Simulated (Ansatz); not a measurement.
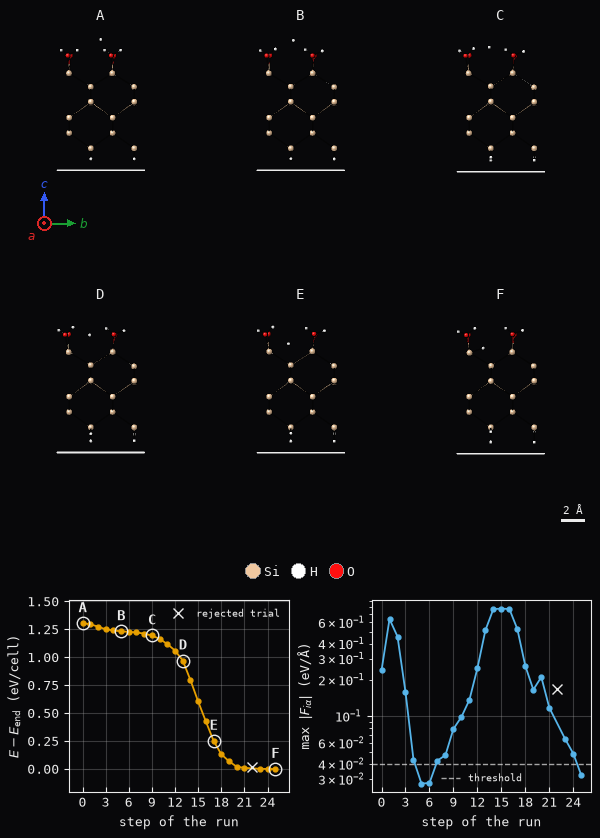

Frames of a constrained relaxation of a slab of composition Si$_{24}$H$_{13}$O$_{4}$ (cut from the Fd-3m phase), marked on the history of the run. Style: ball-and-stick. Shown: the cell of the calculation, outlined in the plane, without the vacuum (origin shifted), along the a axis.

Case: 1 H a cell, anchor, over a hollow H-H-H site. The slab is the (1 0 0) face of Si with H on it. 12 atoms are held fixed.

Method: DFT PBE+D3(BJ), scalar-relativistic, plane waves, PAW (Ansatz).

Input file:
```yaml
crystal:
  lattice:
    - [7.6671877233, 0.0, 0.0]
    - [0.0, 7.6671877233, 0.0]
    - [0.0, 0.0, 27.6279408436]
  atoms:
    - { symbol: Si, position: [0.5, 0.25, 0.3196540936] }
    - { symbol: Si, position: [0.5, 0.75, 0.3196540936] }
    - { symbol: Si, position: [0.0, 0.25, 0.3196540936] }
    - { symbol: Si, position: [0.0, 0.75, 0.3196540936] }
    - { symbol: Si, position: [0.5, 0.5, 0.3687124044] }
    - { symbol: Si, position: [0.5, 0.0, 0.3687124044] }
    - { symbol: Si, position: [0.0, 0.5, 0.3687124044] }
    - { symbol: Si, position: [0.0, 0.0, 0.3687124044] }
    - { symbol: Si, position: [0.75, 0.5, 0.4177707151] }
    - { symbol: Si, position: [0.75, 0.0, 0.4177707151] }
    - { symbol: Si, position: [0.25, 0.5, 0.4177707151] }
    - { symbol: Si, position: [0.25, 0.0, 0.4177707151] }
    - { symbol: Si, position: [0.75, 0.75, 0.4646982428] }
    - { symbol: Si, position: [0.75, 0.25, 0.4646982428] }
    - { symbol: Si, position: [0.25, 0.75, 0.4686255916] }
    - { symbol: Si, position: [0.25, 0.25, 0.4686255916] }
    - { symbol: Si, position: [-0.0069974241, 0.7481374534, 0.5160839684] }
    - { symbol: Si, position: [-0.0069974241, 0.2481374534, 0.5160839684] }
    - { symbol: Si, position: [0.5069974241, 0.7518625466, 0.5160839684] }
    - { symbol: Si, position: [0.5069974241, 0.2518625466, 0.5160839684] }
    - { symbol: Si, position: [0.909597224, -0.0026062854, 0.5596046663] }
    - { symbol: Si, position: [0.909597224, 0.4973937146, 0.5596046663] }
    - { symbol: Si, position: [0.590402776, 0.0026062854, 0.5596046663] }
    - { symbol: Si, position: [0.590402776, 0.5026062854, 0.5596046663] }
    - { symbol: H, position: [0.3511776095, 0.2500247289, 0.2857341744] }
    - { symbol: H, position: [0.3511776095, 0.7500247289, 0.2857341744] }
    - { symbol: H, position: [0.8499495317, 0.2499743055, 0.2861951238] }
    - { symbol: H, position: [0.8499495317, 0.7499743055, 0.2861951238] }
    - { symbol: H, position: [0.6500504683, 0.2500256945, 0.2861951238] }
    - { symbol: H, position: [0.6500504683, 0.7500256945, 0.2861951238] }
    - { symbol: H, position: [0.1488223905, 0.2499752711, 0.2857341744] }
    - { symbol: H, position: [0.1488223905, 0.7499752711, 0.2857341744] }
    - { symbol: O, position: [0.9869499762, -0.0175097761, 0.6165058571] }
    - { symbol: H, position: [-0.0018694371, 0.0923752983, 0.6336847735] }
    - { symbol: O, position: [0.9869499762, 0.4824902239, 0.6165058571] }
    - { symbol: H, position: [-0.0018694371, 0.5923752983, 0.6336847735] }
    - { symbol: O, position: [0.5130500238, 0.0175097761, 0.6165058571] }
    - { symbol: H, position: [0.5018694371, 0.9076247017, 0.6336847735] }
    - { symbol: O, position: [0.5130500238, 0.5175097761, 0.6165058571] }
    - { symbol: H, position: [0.5018694371, 0.4076247017, 0.6336847735] }
    - { symbol: H, position: [0.8327101876, 0.3641250994, 0.6677083008], spin: 1.0 }
basis:
  ecutwfc: 420
kpoints:
  mp_grid: { grid: [2, 2, 1] }
hamiltonian:
  xc: pbe
  dispersion: d3bj
scf:
  occupations: { method: gaussian, width: 0.05 }
output:
  forces: true
  eigenvalues: true
  populations: true
  write_density: true
  write_potential: true
  elf: true
  volumetric_format: npy
magnetization:
  spin_polarized: true
relax:
  adjacent_minimum: "off"
  f_tol: 0.04
  max_steps: 100
  constraints: [{ sites: [0, 1, 2, 3, 4, 5, 6, 7, 8, 9, 10, 11] }]
efield:
  axis: 3
  dipole_correction: true
  ramp_width: 0.04
```

Command:
```bash
ansatz run input.yaml --threads 4 --pin off --max-ram 10240MiB --backend cpu --events-out ev --progress --plain --runs-dir out
```

What happens along the run?

Answer. The largest move is that of H41, 3.10 Å at 33° to the normal (−c side). Largest moves by element: H 3.10 Å, O 0.20 Å, Si 0.08 Å. The lattice vectors keep their values. Among the contacts that change: Si23–H41 4.478 → 1.813 Å, Si21–H41 4.144 → 1.766 Å, Si21–Si23 2.448 → 2.526 Å, Si17–Si21 2.347 → 2.376 Å. New bonds form: Si21–H41 (4.14 → 1.77 Å). Among the angles between lasting bonds that change: Si8–Si3–H31 111.5° → 98.6°, Si7–Si4–H28 111.2° → 98.3°, Si7–Si3–H31 111.5° → 98.8°. After 24 accepted moves (25 points after the start) the energy has fallen by 1.305 eV per cell of the calculation. The largest force component goes from 0.24 to 0.032 eV/Å. The line search rejected the trial step at point 22 of the run. The forces were under the threshold at step 5, but the run went on from there. The program noted that the starting moments weren't kept. From step 0 to 5: H41 moves most (0.72 Å), energy −71.9 meV per cell of the calculation. From step 5 to 9: H41 moves most (0.76 Å), energy −37.5 meV per cell of the calculation. From step 9 to 13: H41 moves most (0.78 Å), energy −0.224 eV per cell of the calculation. From step 13 to 17: H41 moves most (0.78 Å), energy −0.719 eV per cell of the calculation. From step 17 to 25: H41 moves most (0.62 Å), energy −0.252 eV per cell of the calculation.

Limits of the set-up: the k-point mesh is coarse for a cell with partly filled bands; the periodic images lie only 7.7 Å apart, so the values are limited by the cell's size.
